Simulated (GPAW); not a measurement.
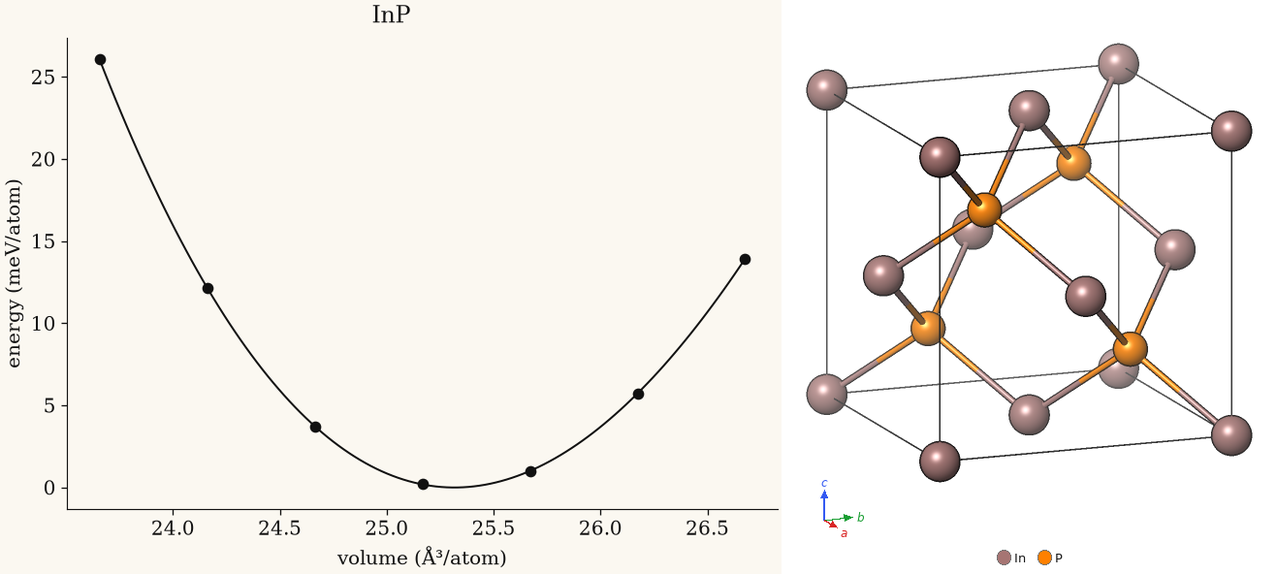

The picture above shows the energy against volume for InP, space group F-43m (No. 216). The conventional cell is drawn beside the plot.

Structure:
```yaml
crystal:
  lattice:
    - [0.00000, 2.93050, 2.93050]
    - [2.93050, 0.00000, 2.93050]
    - [2.93050, 2.93050, 0.00000]
  atoms:
    - { symbol: In, position: [0.00000, 0.00000, 0.00000] }
    - { symbol: P, position: [0.75000, 0.75000, 0.75000] }
```

Computed with GPAW 26.7.0: PAW DFT in plane waves, on a grid or in atomic orbitals, no spin polarisation; energies at scaled volumes of the given cell, shape and fractions fixed, counted from the fit's minimum, third-order Birch-Murnaghan fit. Level: PBEsol.

```json
{"setting": "k mesh", "value": "8×8×8"}
{"setting": "occupations", "value": "Fermi–Dirac"}
{"setting": "smearing width", "value": "0.05 eV"}
{"setting": "potentials", "value": "PAW data sets made by gpaw setup for the functional"}
{"setting": "wave cutoff", "value": "600 eV"}
{"setting": "program settings", "value": "basis pw"}
```

From this curve and the settings, what does the calculation give for the pressure at the same points?

The pressure falls from 5.31 GPa at volume 23.66 Å³/atom to −3.17 GPa at 26.68 Å³/atom, and changes sign near 25.30 Å³/atom.

```csv
volume (Å³/atom),pressure (GPa)
23.66,5.31
24.16,3.47
24.66,1.83
25.17,0.36
25.67,-0.95
26.17,-2.12
26.68,-3.17
```
